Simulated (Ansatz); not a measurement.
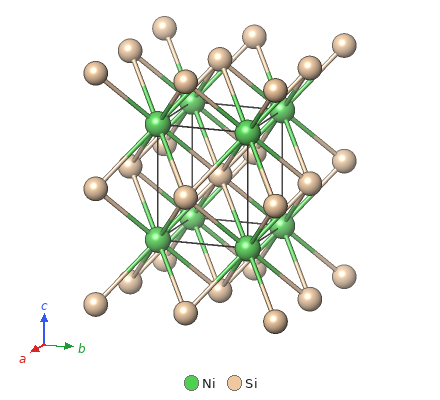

The structure; the drawing may span several cells.

Given this structure, the end point of a relaxation with DFT PBE, scalar-relativistic, plane waves, PAW (Ansatz); the starting structure was generated, so it need not be a known form of this composition, written in its standard cell:

```
Ni Si
1.0
     2.63766    0.00000    0.00000
     0.00000    2.63766    0.00000
     0.00000    0.00000    3.27280
Ni Si
1 1
Direct
  0.00000 0.00000 0.00000
  0.50000 0.50000 0.50000
```

Q: Predict the [110] zone-axis pattern (300 kV, kinematic, B = 0.3 Å²).

A: The spots form a rectangular net whose two shortest vectors correspond to d = 3.27 Å and 1.87 Å, 90.0° apart. They are 0 0 1 and 1 -1 0. The pattern has symmetry 2mm. No reflection of this zone is absent.

Strongest reflections with d > 0.80 Å, one of each family (|F|² from tabulated Gaussian fits of the electron scattering factors, times a small damping for the curvature of the Ewald sphere):

```
   hkl  d (Å)  I (strongest = 100)
1 -1 0  1.865                  100
 0 0 2  1.636                   74
1 -1 2  1.230                   36
2 -2 0  0.933                   17
 0 0 4  0.818                   11
2 -2 2  0.810                   11
```

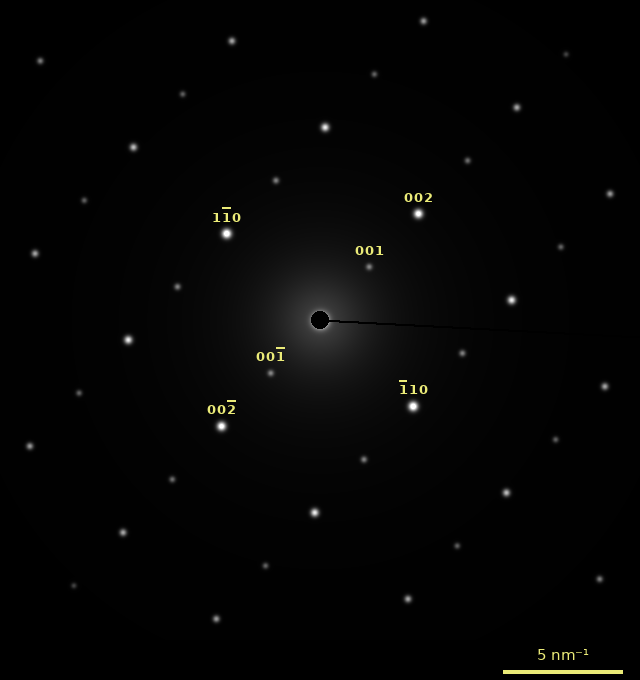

Calculated pattern, seen from the source side with [110] pointing towards the source.
